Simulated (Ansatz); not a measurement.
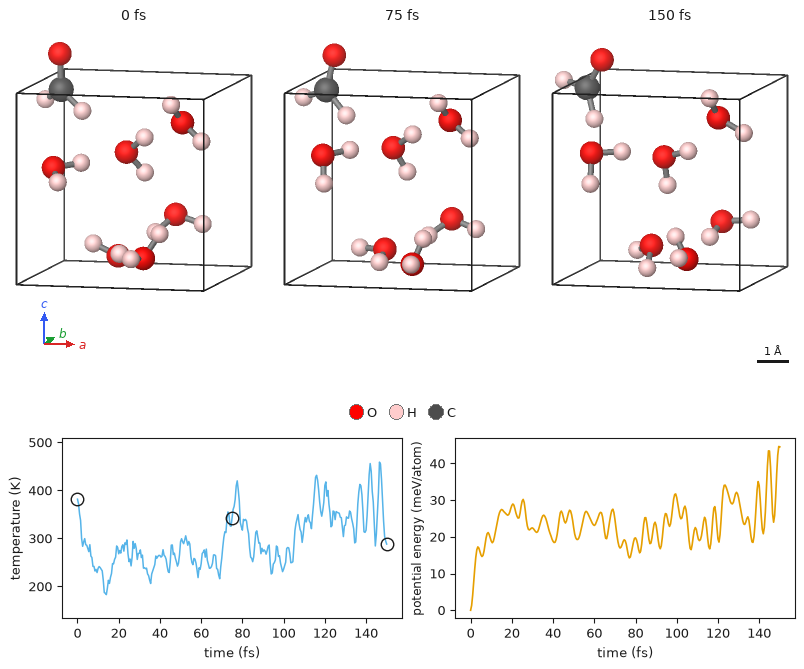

Molecular dynamics of a periodic cell with 6 H2O + 1 H2CO at 0.865 g/cm³, 150 fs long. Frames and the history of the run. Style: ball-and-stick. Shown: the simulation cell, slightly off an axis.

Level of theory: DFT LDA, scalar-relativistic, plane waves, PAW in Ansatz 0.2.0. Settings: plane-wave cutoff 420 eV; k-point mesh 1 × 1 × 1; Fermi-Dirac smearing 0.02 eV; Langevin thermostat (NVT); set temperature 400 K; time step 0.5 fs; friction 0.02 per fs.

What do the frames and curves show?

Answer. In the second half of the run the atoms are, in the root-mean-square, this far from where they began (common drift taken out): H 0.47 Å, O 0.36 Å, C 0.25 Å. The heavy atoms stay within a fraction of a molecule's size of their starting places; so short a run doesn't tell a liquid from a solid. Over the second half the temperature averages 330 K (spread ±54 K). The potential energy in the second half lies on average 24.8 meV per atom above the first frame.

Limits of the set-up: the periodic images lie only 6.4 Å apart, so the values are limited by the cell's size.

Cost: 2.5 min on 1 thread of Intel(R) Xeon(R) Platinum 8488C (Sapphire Rapids), with other jobs on the host, peak memory 0.38 GiB.
